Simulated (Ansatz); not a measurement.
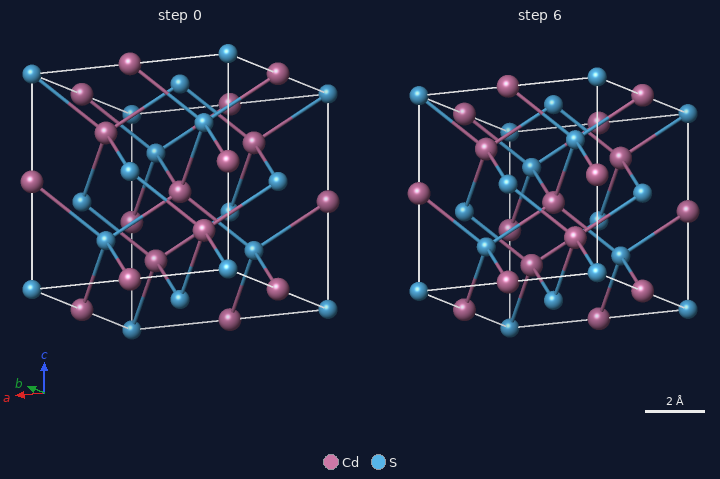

The structure of a crystal of CdS (built on the NaTl (B32)_227 type) (coarse preliminary run) before (left) and after (right) a relaxation, at one scale.

The picture is a ball-and-stick view of the conventional cell (4 times the calculation's cell), seen from a free direction. Lengths and directions refer to the drawn axes.

Case: NaTl (B32) type (Fd-3m, No. 227).

All numbers below come from DFT PBE, scalar-relativistic, plane waves, PAW (Ansatz 0.2.0). Set-up: plane-wave cutoff 420 eV; k-point mesh 4 × 4 × 4; occupations gaussian; smearing width 0.1 eV; no spin polarisation; cell and atoms relaxed; force threshold 0.04 eV/Å; at most 70 steps.

Summarise the run.

Answer. The energy falls by 237 meV per atom in 4 accepted moves (6 points after the start). All forces vanish by symmetry, so only the cell relaxes. Pressure: −8.60 GPa at the start and −0.01 GPa at the end. At 2 points the geometry stayed and the basis and grid were re-selected for the new cell (energy shift of 1.0 meV per atom at most each time). The atoms keep their places relative to the cell (all moves are under 0.005 Å). The volume changes by −25.0 %, with a = b = c 7.510 → 6.823 Å (−9.1 %). Some distances before and after: Cd–S 3.252 → 2.955 Å. The space group stays Fd-3m (No. 227).
